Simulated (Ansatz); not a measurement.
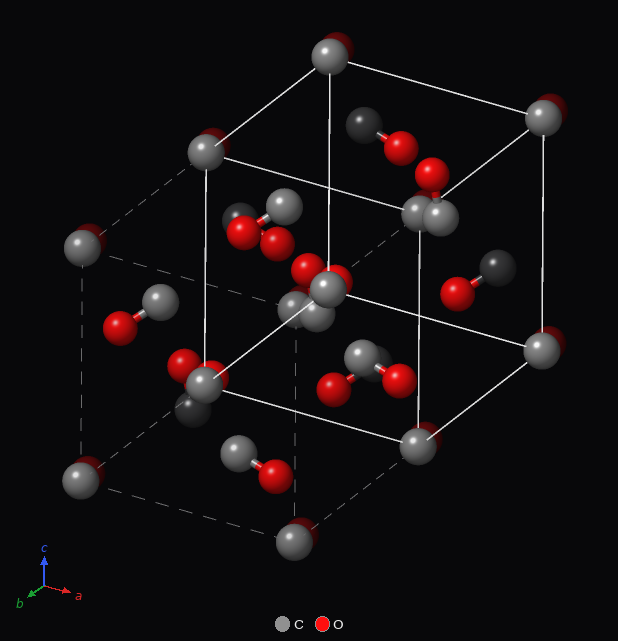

The figure gives a ball-and-stick picture of the atoms, viewed from a general direction. A 1×2×1 array of cells is drawn; the unit cell has the solid edges. Periodic images bonded to atoms of the box are shown as well, in fainter colours.

CO, a = 5.65 Å, b = 5.63 Å, c = 5.77 Å, α = 90.74°, β = 90.75°, γ = 87.45°.

Level of theory and settings: DFT, PAW plane waves, LDA in Ansatz 0.2.0, plane-wave cutoff 420 eV, k-grid 3×3×3, Fermi-Dirac smearing of 0.1 eV, no spin polarisation.

### What is the band gap, if any?

An insulator at this level, with a gap of 5.98 eV on the k-mesh (the true edges may lie between mesh points, so the gap can be somewhat smaller).

### Would the cell expand or shrink if it could?

The computed pressure is 6.0 GPa (compressed: it would expand).

Where the cell comes from: a known structure type with the cell strained and the atoms shaken on purpose. No relaxation was applied. It went into a calculation with Ansatz.

At this level of theory the cell isn't at rest (compressed, at 6 GPa and forces up to 4.4 eV/Å), so its distances can differ from those at equilibrium, the more so the softer the solid.
